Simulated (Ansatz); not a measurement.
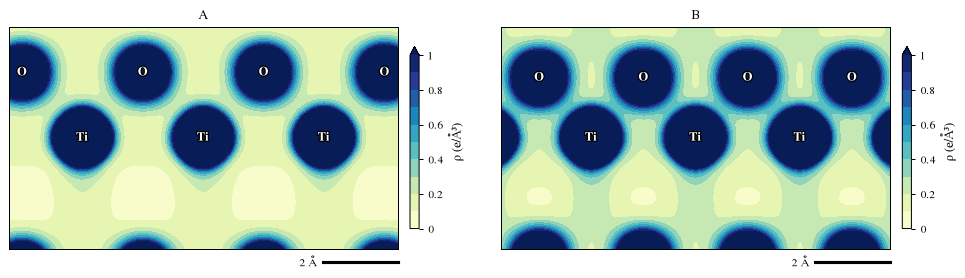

TiO. The valence electron density of two cells that differ in size and shape, on the (110) plane of each (indices in the axes of the calculation cell), at one length scale and on one colour scale: A has 12.9 Å³ an atom and B 9.4.

Space group P-6m2; computed without spin polarisation.

Computed with Ansatz, DFT PBEsol, scalar-relativistic, plane waves, PAW.

The density is the valence pseudo-density of a PAW calculation; it isn't the true density close to the nuclei.

The larger cell:

```yaml
crystal:
  lattice:
    - [3.03100, 0.00000, 0.00000]
    - [-1.51550, 2.62492, 0.00000]
    - [0.00000, 0.00000, 3.23770]
  atoms:
    - { symbol: Ti, position: [0.66667, 0.33333, 0.00000] }
    - { symbol: O, position: [0.00000, 0.00000, 0.50000] }
```

The smaller cell: a = 2.789 Å, b = 2.789 Å, c = 2.794 Å, α = 90.00°, β = 90.00°, γ = 120.00°.

Q: What does the compression do to the bonding and the properties?

A: From the larger cell to the smaller, Ti–O goes from 2.38 to 2.13 Å, and the density at its midpoint from 0.25 to 0.44 e/Å³; the pressure goes from −40 to 0.0 GPa.
